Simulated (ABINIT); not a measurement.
# Run report: Ti, single-point calculation

System: Ti (Im-3m, 1 atom in the cell).
Method: Kohn-Sham DFT of a periodic cell, PBE, JTH PAW PBE v2.0, no spin polarisation (ABINIT 10.8.3).

The structure derives from an entry of the Crystallography Open Database.

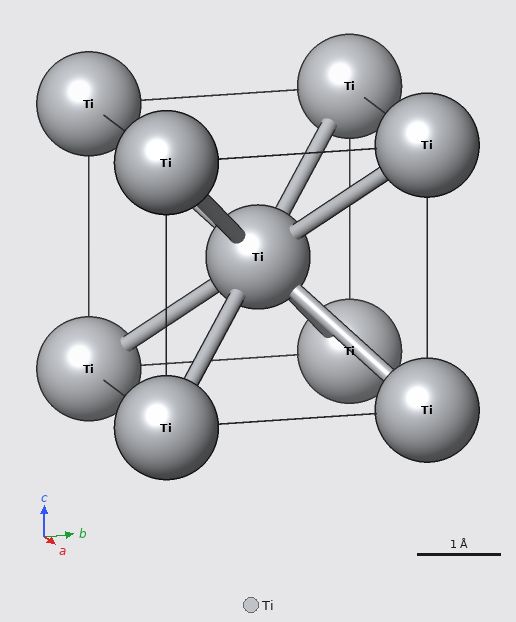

Fig. 1: The input geometry (ball-and-stick view of the cell 2 times as large as that of the calculation, set on its symmetry axes, seen slightly off an axis). An atom can appear more than once, as a periodic image. Near neighbours in the periodic cell (some may lie outside the picture): Ti has 8 Ti at 2.84 Å.

**Input**
```
# Pseudopotentials
pp_dirpath "./"
pseudos "Ti.GGA_PBE-JTH.xml"

# Structure
acell 3*1.0
rprim
    -3.1010405705     3.1010405705     3.1010405705
     3.1010405705    -3.1010405705     3.1010405705
     3.1010405705     3.1010405705    -3.1010405705
ntypat 1
znucl 22
natom 1
typat 1
xred
     0.0000000000     0.0000000000     0.0000000000

# Plane-wave basis
ecut 408.170794 eV
pawecutdg 30.0
pawxcdev 0

# k points
kptopt 1
ngkpt 11 11 11
nshiftk 1
shiftk 0.0 0.0 0.0

# Exchange and correlation
ixc 11

# Bands and occupations
nband 10
occopt 4
tsmear 0.00734986

# SCF cycle
nstep 100
tolvrs 1.0e-9

# Output
iomode 3
prtwf 0
prtden 0
prteig 0
prtebands 0
```

Hardware: 1 thread of Arm Neoverse V1, 24 GiB of memory available, shared host.

Launch command:
```bash
abinit run.abi > log 2>&1
```

**What the program printed**
```
.Version 10.8.3 of ABINIT
 Symmetries : space group Im -3 m (#229); Bravais cI (body-center cubic)
================================================================================
 Values of the parameters that define the memory need of the present run
     intxc =       0    ionmov =       0      iscf =      17    lmnmax =      18
     lnmax =       6     mgfft =      20  mpssoang =       3    mqgrid =    3001
     natom =       1  nloc_mem =       2    nspden =       1   nspinor =       1
    nsppol =       1      nsym =      48    n1xccc =       1    ntypat =       1
    occopt =       4   xclevel =       2
       mpw =         342          nfft =        8000          nkpt =          56
 PAW method is used; the additional fine FFT grid is defined by:
   mgfftf=        30    nfftf =     27000
================================================================================
================================================================================

--------------------------------------------------------------------------------
------------- Echo of variables that govern the present computation ------------
--------------------------------------------------------------------------------
 -outvars: echo values of preprocessed input variables --------
            acell      1.0000000000E+00  1.0000000000E+00  1.0000000000E+00 Bohr
              amu      4.78800000E+01
             ecut      1.50000000E+01 Hartree
                       outvar_i_n : Printing only first  50 k-points.
              ixc          11
                       outvar_i_n : Printing only first  50 k-points.
         kptrlatt       11    0    0      0   11    0      0    0   11
          kptrlen      5.90827581E+01
            natom           1
            nband          10
            ngfft          20      20      20
          ngfftdg          30      30      30
             nkpt          56
            nstep         100
             nsym          48
           ntypat           1
                       prtocc : prtvol=0, do not print more k-points.
           occopt           4
        pawecutdg      3.00000000E+01 Hartree
         pawxcdev           0
           prtden           0
        prtebands           0
           prteig           0
            prtwf           0
            rprim     -3.1010405705E+00  3.1010405705E+00  3.1010405705E+00
                       3.1010405705E+00 -3.1010405705E+00  3.1010405705E+00
                       3.1010405705E+00  3.1010405705E+00 -3.1010405705E+00
          spgroup         229
           tolvrs      1.00000000E-09
           tsmear      7.34986000E-03 Hartree
            typat      1
           useylm           1
                       outvars : Printing only first  50 k-points.
            znucl       22.00000

================================================================================

 chkinp: Checking input parameters for consistency.

================================================================================
== DATASET  1 ==================================================================

--- !DatasetInfo
iteration_state: {dtset: 1, }
dimensions: {natom: 1, nkpt: 56, mband: 10, nsppol: 1, nspinor: 1, nspden: 1, mpw: 342, }
cutoff_energies: {ecut:  15.0, pawecutdg:  30.0, }
electrons: {nelect:   1.20000000E+01, charge:   0.00000000E+00, occopt:   4.00000000E+00, tsmear:   7.34986000E-03, }
meta: {optdriver: 0, ionmov: 0, optcell: 0, iscf: 17, paral_kgb: 0, }
...

 Exchange-correlation functional for the present dataset will be:
  GGA: Perdew-Burke-Ernzerhof functional - ixc=11
  J.P.Perdew, K.Burke, M.Ernzerhof, PRL 77, 3865 (1996)

 Real(R)+Recip(G) space primitive vectors, cartesian coordinates (Bohr,Bohr^-1):
 R(1)= -3.1010406  3.1010406  3.1010406  G(1)=  0.0000000  0.1612362  0.1612362
 R(2)=  3.1010406 -3.1010406  3.1010406  G(2)=  0.1612362  0.0000000  0.1612362
 R(3)=  3.1010406  3.1010406 -3.1010406  G(3)=  0.1612362  0.1612362  0.0000000
 Unit cell volume ucvol=  1.1928404E+02 bohr^3
 Angles (23,13,12)=  1.09471221E+02  1.09471221E+02  1.09471221E+02 degrees

 Coarse grid specifications (used for wave-functions):

 getcut: wavevector=  0.0000  0.0000  0.0000  ngfft=  20  20  20
         ecut(hartree)=     15.000   => boxcut(ratio)=   2.14109

 Fine grid specifications (used for densities):

 getcut: wavevector=  0.0000  0.0000  0.0000  ngfft=  30  30  30
         ecut(hartree)=     30.000   => boxcut(ratio)=   2.26531

 getcut : COMMENT -
  Note that boxcut > 2.2 ; recall that boxcut=Gcut(box)/Gcut(sphere) = 2
  is sufficient for exact treatment of convolution.
  Such a large boxcut is a waste : you could raise ecut
  e.g. ecut=   38.487182 Hartrees makes boxcut=2

--- Pseudopotential description ------------------------------------------------
- pspini: atom type   1  psp file is ./Ti.GGA_PBE-JTH.xml
 Pseudopotential format is: paw10
 basis_size (lnmax)=  6 (lmn_size= 18), orbitals=   0   0   1   1   2   2
 Spheres core radius: rc_sph= 2.30802695
 Shapefunction is BESSEL type: shapef(r,l)=aa(1,l)*jl(q(1,l)*r)+aa(2,l)*jl(q(2,l)*r)
 Radius for shape functions =  2.01037111
 Compensation charge density is not taken into account in XC energy/potential

   3.05946380E+02                                ecore*ucvol(ha*bohr**3)
--------------------------------------------------------------------------------

================================================================================

--- !BeginCycle
iteration_state: {dtset: 1, }
solver: {iscf: 17, nstep: 100, nline: 4, wfoptalg: 10, }
tolerances: {tolvrs: 1.00E-09, }
...

     iter   Etot(hartree)      deltaE(h)  residm     nres2
 ETOT  1  -57.907487411515    -5.791E+01 7.121E+00 6.271E+00
 ETOT  2  -58.648915686802    -7.414E-01 6.024E-02 1.010E+00
 ETOT  3  -58.646082491416     2.833E-03 3.897E-02 1.980E-01
 ETOT  4  -58.645744494463     3.380E-04 9.630E-03 8.112E-03
 ETOT  5  -58.645778457141    -3.396E-05 2.933E-03 6.977E-05
 ETOT  6  -58.645779045043    -5.879E-07 3.663E-04 1.805E-05
 ETOT  7  -58.645779008940     3.610E-08 4.902E-05 1.128E-07
 ETOT  8  -58.645779010256    -1.316E-09 3.384E-05 1.014E-08
 ETOT  9  -58.645779010323    -6.690E-11 8.477E-06 1.817E-09
 ETOT 10  -58.645779010320     2.835E-12 5.974E-06 4.075E-11

 At SCF step   10       nres2   =  4.08E-11 < tolvrs=  1.00E-09 =>converged.

 Cartesian components of stress tensor (hartree/bohr^3)
  sigma(1 1)=  8.19549619E-05  sigma(3 2)=  0.00000000E+00
  sigma(2 2)=  8.19549619E-05  sigma(3 1)=  0.00000000E+00
  sigma(3 3)=  8.19549619E-05  sigma(2 1)=  0.00000000E+00

--- !ResultsGS
iteration_state: {dtset: 1, }
comment   : Summary of ground state results
lattice_vectors:
- [ -3.1010406,   3.1010406,   3.1010406, ]
- [  3.1010406,  -3.1010406,   3.1010406, ]
- [  3.1010406,   3.1010406,  -3.1010406, ]
lattice_lengths: [   5.37116,    5.37116,    5.37116, ]
lattice_angles: [109.471, 109.471, 109.471, ] # degrees, (23, 13, 12)
lattice_volume:   1.1928404E+02
convergence: {deltae:  2.835E-12, res2:  4.075E-11, residm:  5.974E-06, diffor: null, }
etotal    :  -5.86457790E+01
entropy   :   0.00000000E+00
fermie    :   2.67607000E-01
cartesian_stress_tensor: # hartree/bohr^3
- [  8.19549619E-05,   0.00000000E+00,   0.00000000E+00, ]
- [  0.00000000E+00,   8.19549619E-05,   0.00000000E+00, ]
- [  0.00000000E+00,   0.00000000E+00,   8.19549619E-05, ]
pressure_GPa:  -2.4112E+00
xred      :
- [  0.0000E+00,   0.0000E+00,   0.0000E+00, Ti]
cartesian_forces: # hartree/bohr
- [ -0.00000000E+00,  -0.00000000E+00,  -0.00000000E+00, ]
force_length_stats: {min:   0.00000000E+00, max:   0.00000000E+00, mean:   0.00000000E+00, }
...

 Integrated electronic density in atomic spheres:
 ------------------------------------------------
 Atom  Sphere_radius  Integrated_density
    1        2.30803         10.14614616

================================================================================

 ----iterations are completed or convergence reached----

 Mean square residual over all n,k,spin=   10.888E-09; max=  59.735E-07
 reduced coordinates (array xred) for    1 atoms
       0.000000000000      0.000000000000      0.000000000000
 rms dE/dt=  0.0000E+00; max dE/dt=  0.0000E+00; dE/dt below (all hartree)
    1       0.000000000000      0.000000000000      0.000000000000

 cartesian coordinates (angstrom) at end:
    1      0.00000000000000     0.00000000000000     0.00000000000000

 cartesian forces (hartree/bohr) at end:
    1     -0.00000000000000    -0.00000000000000    -0.00000000000000
 frms,max,avg= 0.0000000E+00 0.0000000E+00   0.000E+00  0.000E+00  0.000E+00 h/b

 cartesian forces (eV/Angstrom) at end:
    1     -0.00000000000000    -0.00000000000000    -0.00000000000000
 frms,max,avg= 0.0000000E+00 0.0000000E+00   0.000E+00  0.000E+00  0.000E+00 e/A
 length scales=  1.000000000000  1.000000000000  1.000000000000 bohr
              =  0.529177210544  0.529177210544  0.529177210544 angstroms
 Fermi (or HOMO) energy (hartree) =   0.26761   Average Vxc (hartree)=  -0.40239
 Eigenvalues (hartree) for nkpt=  56  k points:
 kpt#   1, nband= 10, wtk=  0.00075, kpt=  0.0000  0.0000  0.0000 (reduced coord)
  -1.80971   -0.92362   -0.92362   -0.92362    0.05066    0.30353    0.30353    0.30353
   0.36692    0.36692
      occupation numbers for kpt#   1
   2.00000    2.00000    2.00000    2.00000    2.00000    0.00000    0.00000    0.00000
   0.00000    0.00000
 prteigrs : prtvol=0 or 1, do not print more k-points.

--- !EnergyTerms
iteration_state     : {dtset: 1, }
comment             : Components of total free energy in Hartree
kinetic             :  7.71839356122818E+00
hartree             :  1.16256876752890E+01
xc                  : -3.22308303847282E+00
Ewald energy        : -4.22478846064275E+01
psp_core            :  2.56485597418581E+00
local_psp           : -3.48934493706276E+01
PAW spherical_terms : -1.90197508192093E-01
internal            : -5.86456773130169E+01
'-kT*entropy'       : -1.00389694900477E-04
total_energy        : -5.86457777027118E+01
total_energy_eV     : -1.59583290876443E+03
...

--- !EnergyTermsDC
iteration_state     : {dtset: 1, }
comment             : '"Double-counting" decomposition of free energy'
band_energy         : -8.34622827679521E+00
Ewald energy        : -4.22478846064275E+01
psp_core            :  2.56485597418581E+00
xc_dc               : -1.12560634666432E+01
PAW spherical_terms :  6.39641755054672E-01
internal            : -5.86456786206255E+01
'-kT*entropy'       : -1.00389694900477E-04
total_energy_dc     : -5.86457790103204E+01
total_energy_dc_eV  : -1.59583294434627E+03
...

--- !EnergyTermsWithPAWCore
iteration_state     : {dtset: 1, }
comment             : 'Components of total free energy, including PAW core contributions'
Total energy        : -8.53805815660538E+02
Total energy DC     : -8.53805816968146E+02
Total energy (eV)   : -2.32332398290037E+04
Total energy DC (eV): -2.32332398645856E+04
...

 Cartesian components of stress tensor (hartree/bohr^3)
  sigma(1 1)=  8.19549619E-05  sigma(3 2)=  0.00000000E+00
  sigma(2 2)=  8.19549619E-05  sigma(3 1)=  0.00000000E+00
  sigma(3 3)=  8.19549619E-05  sigma(2 1)=  0.00000000E+00

-Cartesian components of stress tensor (GPa)         [Pressure= -2.4112E+00 GPa]
- sigma(1 1)=  2.41119823E+00  sigma(3 2)=  0.00000000E+00
- sigma(2 2)=  2.41119823E+00  sigma(3 1)=  0.00000000E+00
- sigma(3 3)=  2.41119823E+00  sigma(2 1)=  0.00000000E+00

== END DATASET(S) ==============================================================
================================================================================

 -outvars: echo values of variables after computation  --------
            acell      1.0000000000E+00  1.0000000000E+00  1.0000000000E+00 Bohr
           etotal     -5.8645779010E+01
            fcart     -0.0000000000E+00 -0.0000000000E+00 -0.0000000000E+00
            rprim     -3.1010405705E+00  3.1010405705E+00  3.1010405705E+00
                       3.1010405705E+00 -3.1010405705E+00  3.1010405705E+00
                       3.1010405705E+00  3.1010405705E+00 -3.1010405705E+00
           strten      8.1954961943E-05  8.1954961943E-05  8.1954961943E-05
                       0.0000000000E+00  0.0000000000E+00  0.0000000000E+00
 Calculation completed.
```

**Key numbers**

- outcome: converged
- space group (tolerance 0.01 Å): Im-3m (229)
- electrons treated: 12
- free energy: −1595.8329 eV
- Fermi energy: 7.282 eV
- gap on the k-point mesh: none (metallic)
- pressure: −2.41 GPa
- largest force (length of the vector): under 0.001 eV/Å
- wall time: 6.3 s
- peak memory: 0.08 GiB
